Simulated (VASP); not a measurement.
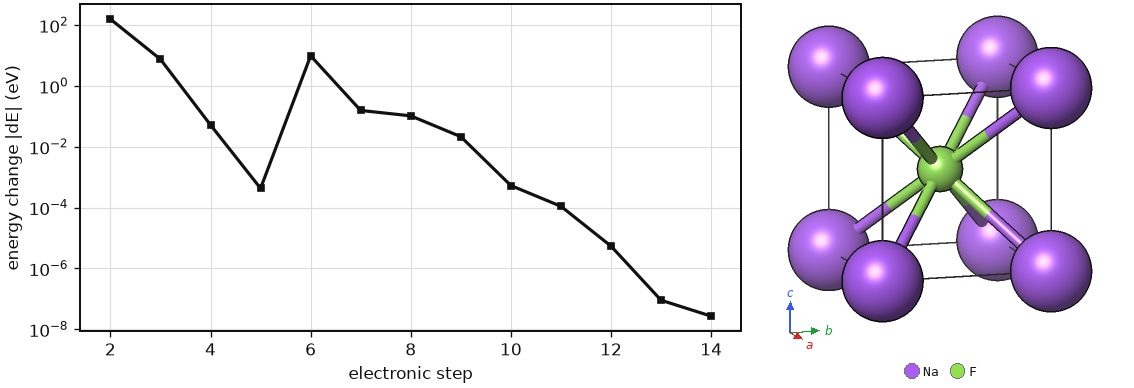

Beside the plot: the structure in its conventional cell.

The plot shows the electronic steps of a calculation: energy change |dE|.

NaF (2 atoms in the cell), run with VASP.

INCAR
```
ENCUT = 520.000000
SIGMA = 0.020000
EDIFF = 1.00e-07
GGA = PE
PREC = Accurate
IBRION = -1
ISIF = 2
ISMEAR = -1
NBANDS = 14
NSW = 0
LASPH = .TRUE.
LCHARG = .FALSE.
LWAVE = .FALSE.
LREAL = .FALSE.
NELM = 55
NELECT = 20
```

KPOINTS
```
KPOINTS created by Atomic Simulation Environment
0
Gamma
10 10 10
0 0 0
```

POSCAR
```
Na F
 1.0000000000000000
     2.7934852185999999    0.0000000000000000    0.0000000000000000
     0.0000000000000000    2.7934852185999999    0.0000000000000000
     0.0000000000000000    0.0000000000000000    2.9454508144000000
 Na  F
   1   1
Cartesian
  0.0000000000000000  0.0000000000000000  0.0000000000000000
  1.3967426092999999  1.3967426092999999  1.4727254072000000
```

**Was self-consistency reached?**

It converged, after 14 steps. The energy change comes down, with one marked jump up, by about 4 orders of magnitude, at step 6. The jump at step 6 comes where the charge density, held fixed for the first 5 steps, starts to be updated.

**Is anything amiss with this input?**

The input holds a fault (wrong number of electrons). The SCF closed all the same, which doesn't make the results meaningful for the real system.
